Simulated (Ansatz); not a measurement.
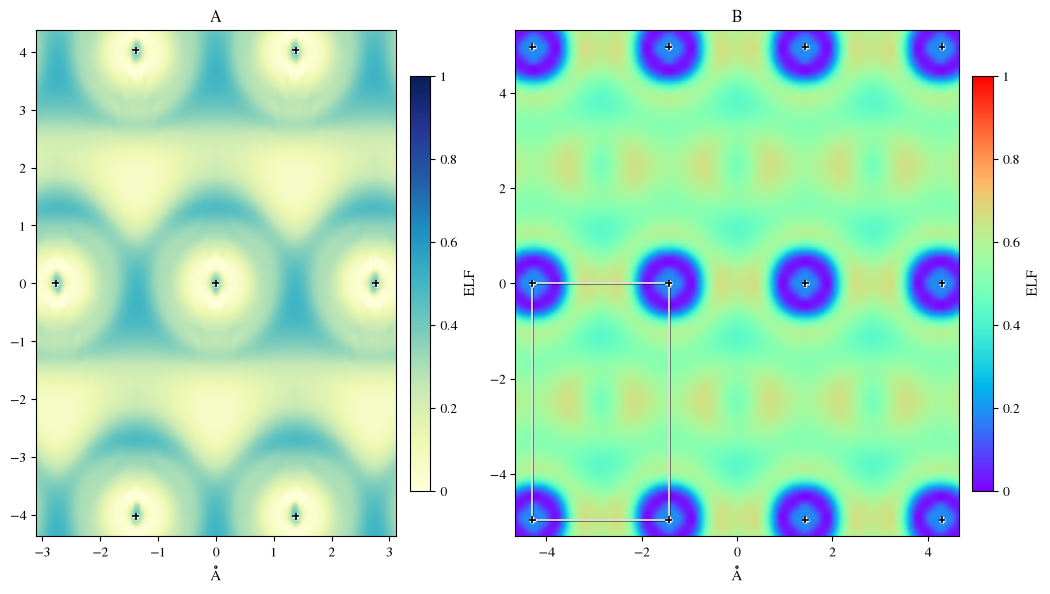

The ELF of 2 systems, each on a plane through atoms (crosses mark nuclei in the plane).

Method: Kohn-Sham DFT of a periodic cell, r2SCAN, Ansatz PAW (Ansatz).

System 1: Ga, the (001) plane of the conventional cell. Space group C2/c.

System 2: Al, the (010) plane of the conventional cell. Space group P6₃/mmc; a structure from a database of computed crystals, not necessarily the ambient phase; computed pressure about −7 GPa in this cell.

```
Al
1.0
     2.86762    0.00000    0.00000
    -1.43381    2.48343    0.00000
     0.00000    0.00000    4.96230
Al
2
Cartesian
  0.0000 1.6556 1.2406
  1.4338 0.8278 3.7217
```

Q: Match each panel to its system.

A: Panel A is system 1, Ga: the plane holds Ga. Ga–Ga (2.77 Å): the ELF is about 0.50 at the midpoint. Panel B is system 2, Al: the plane holds Al. Al–Al (2.87 Å): the ELF peaks at about 0.65 between the atoms.
